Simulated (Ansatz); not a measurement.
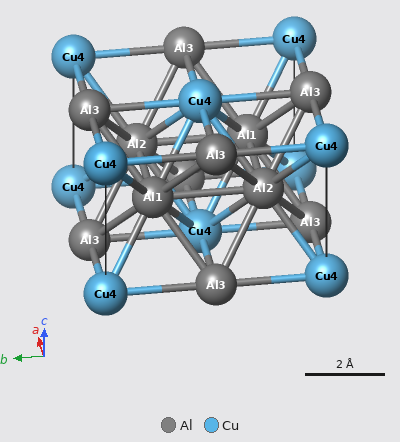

Fig. 1: The input geometry of run 1 (ball-and-stick view of the cell 2 times as large as that of the calculation, set on its symmetry axes, seen at an oblique angle; atoms are numbered from 1 in the order of the input). An atom can appear more than once, as a periodic image. Near neighbours in the periodic cell (some may lie outside the picture): Al has 8 Al at 2.65 to 2.85 Å and 4 Cu at 2.65 to 2.85 Å; Cu has 12 Al at 2.65 to 2.85 Å.

# Al3Cu: a changed input and its effect

System: Al3Cu (4 atoms in the cell).
Method of run 1: DFT r2SCAN, scalar-relativistic, plane waves, PAW, no spin polarisation (Ansatz 0.2.0).

The structure derives from a Materials Project entry. Text and figures count atoms from 1; the logs count them from 0 in places.

### Input file, run 1
```yaml
crystal:
  lattice:
    - [3.8891206689, 0.1458420251, 0.0]
    - [0.1458420251, 3.8891206689, 0.0]
    - [0.0, 0.0, 3.8891206689]
  atoms:
    - { symbol: Al, position: [0.0, 0.5, 0.5] }
    - { symbol: Al, position: [0.5, 0.0, 0.5] }
    - { symbol: Al, position: [0.5, 0.5, 0.0] }
    - { symbol: Cu, position: [0.0, 0.0, 0.0] }
basis:
  ecutwfc: 500
kpoints:
  mp_grid: { grid: [12, 12, 12] }
hamiltonian:
  xc: r2scan
scf:
  occupations: { method: gaussian, width: 0.15 }
output:
  forces: true
  stress: true
  eigenvalues: true
```

Command:
```bash
ansatz run input.yaml --threads 1 --pin off --max-ram 2560MiB --backend cpu --events-out ev --progress --plain --runs-dir out
```

Hardware: 1 thread of Intel Xeon @ 2.50GHz (Skylake/Cascade Lake), 189 GiB of memory available, shared host.

### Output, shortened to warnings, some set-up lines, iterations and results (run 1)
```
Basis set: ecut = 500 eV, 1477 PW (Γ), exchange–correlation on 120×120×120 points (64 copies of the dense FFT grid, shifted against one another)
Symmetry: 8 space group operations
k-points: 301 of 1728
Initial density: superposition of atomic densities (neutral atoms: chi_scale 0, normalization atom), corrected by the library's trained network
[...]
SCF iter   1: F=—  HF=-8252.575768 eV  |F-HF|=—  |Δ(HF+E_count)|=         —  Δρ=2.65e-2  dr2=3.07e-1  dr2_τ=1.64e-2  ethr=1.77e-3  ⟨swp⟩=5.7  Hψ=28598  notcnv=0
SCF iter   2: F=—  HF=-8252.606963 eV  |F-HF|=—  |Δ(HF+E_count)|=   3.12e-2  Δρ=2.40e-2  dr2=1.82e-1  dr2_τ=1.61e-3  ethr=1.10e-3  ⟨swp⟩=2.1  Hψ=11598  notcnv=0  defer=39
SCF iter   3: F=—  HF=-8252.559699 eV  |F-HF|=—  |Δ(HF+E_count)|=   4.73e-2  Δρ=4.42e-3  dr2=1.68e-2  dr2_τ=2.56e-5  ethr=6.49e-4  ⟨swp⟩=2.0  Hψ=8801  notcnv=0  defer=39
SCF iter   4: F=—  HF=-8252.555437 eV  |F-HF|=—  |Δ(HF+E_count)|=   4.26e-3  Δρ=2.48e-3  dr2=1.98e-3  dr2_τ=2.27e-5  ethr=5.99e-5  ⟨swp⟩=1.4  Hψ=8745  notcnv=0  defer=39
SCF iter   5: F=—  HF=-8252.555690 eV  |F-HF|=—  |Δ(HF+E_count)|=   2.53e-4  Δρ=6.55e-4  dr2=4.17e-4  dr2_τ=9.51e-7  ethr=7.08e-6  ⟨swp⟩=2.1  Hψ=7286  notcnv=0  defer=39
SCF iter   6: F=—  HF=-8252.555621 eV  |F-HF|=—  |Δ(HF+E_count)|=   6.95e-5  Δρ=4.32e-4  dr2=1.37e-4  dr2_τ=3.53e-7  ethr=1.49e-6  ⟨swp⟩=1.0  Hψ=5379  notcnv=0  defer=39
SCF iter   7: F=—  HF=-8252.555596 eV  |F-HF|=—  |Δ(HF+E_count)|=   2.44e-5  Δρ=1.12e-4  dr2=8.11e-6  dr2_τ=2.67e-8  ethr=4.90e-7  ⟨swp⟩=1.3  Hψ=6038  notcnv=0  defer=39
SCF iter   8: F=—  HF=-8252.555588 eV  |F-HF|=—  |Δ(HF+E_count)|=   8.59e-6  Δρ=8.88e-6  dr2=7.38e-8  dr2_τ=4.70e-10  ethr=3.57e-10  ⟨swp⟩=3.7  Hψ=22217  notcnv=0
SCF iter   9: F=-8252.555588 eV  HF=-8252.555588 eV  |F-HF|=5.17e-9  |Δ(HF+E_count)|=   4.03e-9  Δρ=3.44e-6  dr2=8.03e-9  dr2_τ=3.63e-11  ethr=2.64e-10  ⟨swp⟩=2.1  Hψ=18921  …
SCF 1 converged in 9 iterations: F = -8252.555588 eV  dr2 = 8.03e-9
SCF converged after 9 iterations
Free energy (F): -8252.555588 eV
Harris-Foulkes:  -8252.555588 eV  (|F-HF|=5.17e-9)
Internal energy: -8252.539528 eV  (E = F + TS)
E sigma→0 (E₀):  -8252.547558 eV
Entropy (-TS):   -0.016060 eV (-4.015 meV/atom)
Fermi energy:    10.316182 eV
--- Per-component energies (eV) ---
  E_band       = -472.760233
  E_kinetic    = 370.688146
  E_local      = -6015.637575  (includes V_loc(G=0)·N_el)
  E_nonlocal   = 422.005319
  E_hartree    = 2727.587660
  E_xc         = -194.992830
  E_vxc        = -220.058540  (∫ρ·V_xc dr)
  E_paw        = -3095.710772  (= ΣΔE_a)
  E_vpaw       = -497.948397  (= ΣTr[D̂ρ^β])
  E_aug_tail   = 0.000145  (compensation charges beyond the density's cutoff)
  E_vtau       = 13.023732  (kinetic-family band-sum trace: ∫τ·v_τ [+ j·A + Jᵃ·Aᵃ] dr)
  E_ewald      = -2465.998189
  E_core_change = -0.481432  (= ΣΔE_core)
  E_smearing   = -0.016060  (= −TS)
  E_closure    = -0.000000  (closes the sum)
  Σ components = -8252.555588   (vs F -8252.555588, Δ=0.00e0)
--- Forces (eV/Å), atoms counted from 1 ---
  atom   1  Al    -0.00000000     0.00000000     0.00000000
  atom   2  Al    -0.00000000     0.00000000    -0.00000000
  atom   3  Al    -0.00000000     0.00000000    -0.00000000
  atom   4  Cu     0.00000000     0.00000000     0.00000000
  max |Σ_I F_I| component: 6.31e-30 eV/Å
--- Stress (GPa, compression-positive) ---
        1.023985      -2.634394       0.000000
       -2.634394       1.023985       0.000000
        0.000000       0.000000      -0.335628
  P = ⅓ Tr σ = 0.5708 GPa (5.708 kbar)
```

For run 2 the input was changed thus:
```diff
-    - [3.8891206689, 0.1458420251, 0.0]
-    - [0.1458420251, 3.8891206689, 0.0]
+    - [3.8891206689, -0.1944560334, 0.0]
+    - [-0.1944560334, 3.8891206689, 0.0]
```

What does this change do to the results?

With the same functional and potentials, run 2 lies 7.5 meV per atom higher. The pressure goes from 0.57 to 1.07 GPa. The number of SCF iterations is the same. The plane waves at Γ go from 1477 to 1473.

### Output, shortened to warnings, some set-up lines, iterations and results (run 2)
```
Basis set: ecut = 500 eV, 1473 PW (Γ), exchange–correlation on 120×120×120 points (64 copies of the dense FFT grid, shifted against one another)
Symmetry: 8 space group operations
k-points: 301 of 1728
Initial density: superposition of atomic densities (neutral atoms: chi_scale 0, normalization atom), corrected by the library's trained network
[...]
SCF iter   1: F=—  HF=-8252.546146 eV  |F-HF|=—  |Δ(HF+E_count)|=         —  Δρ=2.66e-2  dr2=3.09e-1  dr2_τ=1.66e-2  ethr=1.77e-3  ⟨swp⟩=5.7  Hψ=28580  notcnv=0
SCF iter   2: F=—  HF=-8252.577044 eV  |F-HF|=—  |Δ(HF+E_count)|=   3.09e-2  Δρ=2.39e-2  dr2=1.80e-1  dr2_τ=1.62e-3  ethr=1.10e-3  ⟨swp⟩=2.1  Hψ=11577  notcnv=0  defer=41
SCF iter   3: F=—  HF=-8252.529928 eV  |F-HF|=—  |Δ(HF+E_count)|=   4.71e-2  Δρ=4.56e-3  dr2=1.74e-2  dr2_τ=2.79e-5  ethr=6.42e-4  ⟨swp⟩=2.0  Hψ=8822  notcnv=0  defer=41
SCF iter   4: F=—  HF=-8252.525564 eV  |F-HF|=—  |Δ(HF+E_count)|=   4.36e-3  Δρ=2.44e-3  dr2=1.91e-3  dr2_τ=2.15e-5  ethr=6.22e-5  ⟨swp⟩=1.3  Hψ=8511  notcnv=0  defer=37
SCF iter   5: F=—  HF=-8252.525823 eV  |F-HF|=—  |Δ(HF+E_count)|=   2.59e-4  Δρ=6.52e-4  dr2=4.23e-4  dr2_τ=9.85e-7  ethr=6.81e-6  ⟨swp⟩=2.1  Hψ=7279  notcnv=0  defer=37
SCF iter   6: F=—  HF=-8252.525751 eV  |F-HF|=—  |Δ(HF+E_count)|=   7.14e-5  Δρ=4.37e-4  dr2=1.38e-4  dr2_τ=3.45e-7  ethr=1.51e-6  ⟨swp⟩=1.0  Hψ=5381  notcnv=0  defer=37
SCF iter   7: F=—  HF=-8252.525727 eV  |F-HF|=—  |Δ(HF+E_count)|=   2.45e-5  Δρ=1.09e-4  dr2=7.69e-6  dr2_τ=2.58e-8  ethr=4.93e-7  ⟨swp⟩=1.3  Hψ=6036  notcnv=0  defer=37
SCF iter   8: F=—  HF=-8252.525718 eV  |F-HF|=—  |Δ(HF+E_count)|=   9.17e-6  Δρ=8.30e-6  dr2=6.28e-8  dr2_τ=4.06e-10  ethr=3.57e-10  ⟨swp⟩=3.6  Hψ=22073  notcnv=0
SCF iter   9: F=-8252.525718 eV  HF=-8252.525718 eV  |F-HF|=4.90e-9  |Δ(HF+E_count)|=   2.55e-9  Δρ=3.37e-6  dr2=7.52e-9  dr2_τ=3.36e-11  ethr=2.24e-10  ⟨swp⟩=2.0  Hψ=18418  …
SCF 1 converged in 9 iterations: F = -8252.525718 eV  dr2 = 7.52e-9
SCF converged after 9 iterations
Free energy (F): -8252.525718 eV
Harris-Foulkes:  -8252.525718 eV  (|F-HF|=4.90e-9)
Internal energy: -8252.511222 eV  (E = F + TS)
E sigma→0 (E₀):  -8252.518470 eV
Entropy (-TS):   -0.014496 eV (-3.624 meV/atom)
Fermi energy:    10.338861 eV
--- Per-component energies (eV) ---
  E_band       = -472.730938
  E_kinetic    = 370.849393
  E_local      = -6014.270582  (includes V_loc(G=0)·N_el)
  E_nonlocal   = 422.019341
  E_hartree    = 2726.838862
  E_xc         = -195.063659
  E_vxc        = -220.164697  (∫ρ·V_xc dr)
  E_paw        = -3095.686638  (= ΣΔE_a)
  E_vpaw       = -497.869967  (= ΣTr[D̂ρ^β])
  E_aug_tail   = 0.000144  (compensation charges beyond the density's cutoff)
  E_vtau       = 13.035874  (kinetic-family band-sum trace: ∫τ·v_τ [+ j·A + Jᵃ·Aᵃ] dr)
  E_ewald      = -2466.716652
  E_core_change = -0.481432  (= ΣΔE_core)
  E_smearing   = -0.014496  (= −TS)
  E_closure    = -0.000000  (closes the sum)
  Σ components = -8252.525718   (vs F -8252.525718, Δ=0.00e0)
--- Forces (eV/Å), atoms counted from 1 ---
  atom   1  Al     0.00000000     0.00000000     0.00000000
  atom   2  Al     0.00000000     0.00000000     0.00000000
  atom   3  Al     0.00000000     0.00000000     0.00000000
  atom   4  Cu     0.00000000     0.00000000     0.00000000
  max |Σ_I F_I| component: 9.86e-32 eV/Å
--- Stress (GPa, compression-positive) ---
        1.779979       3.835558       0.000000
        3.835558       1.779979       0.000000
        0.000000       0.000000      -0.351654
  P = ⅓ Tr σ = 1.0694 GPa (10.694 kbar)
```

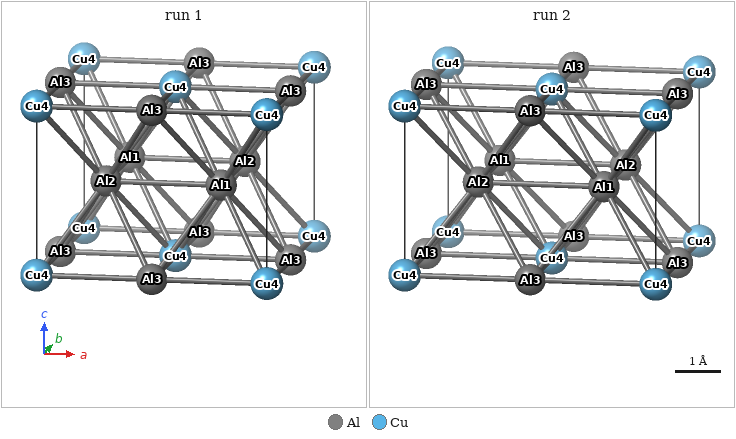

Fig. 2: The two input geometries at one scale (ball-and-stick view of the cell 2 times as large as that of the calculation, set on its symmetry axes, seen slightly off an axis). No atom moves by more than 0.005 Å relative to the cell. The volume changes by −0.1 %, with a 5.294 → 5.775 Å (+9.1 %), b 5.706 → 5.225 Å (−8.4 %), c stays at 3.889 Å. Among the contacts that change: Al1–Al2 2.853 → 2.613 Å, Al3–Cu4 2.647 → 2.888 Å.

### The two runs side by side

```csv
quantity,run 1,run 2
outcome,converged,converged
free energy per atom (eV),−2063.1389,−2063.1314
"energy per atom, smearing taken to zero (eV)",−2063.1369,−2063.1296
gap on the mesh (eV),0.00,0.00
pressure (GPa),0.57,1.07
volume per atom (Å³),14.69,14.67
largest force (eV/Å),0.000,0.000
SCF iterations,9,9
irreducible k-points,301,301
plane waves at Γ,1477,1473
wall time (shared host),80 s,82 s
```
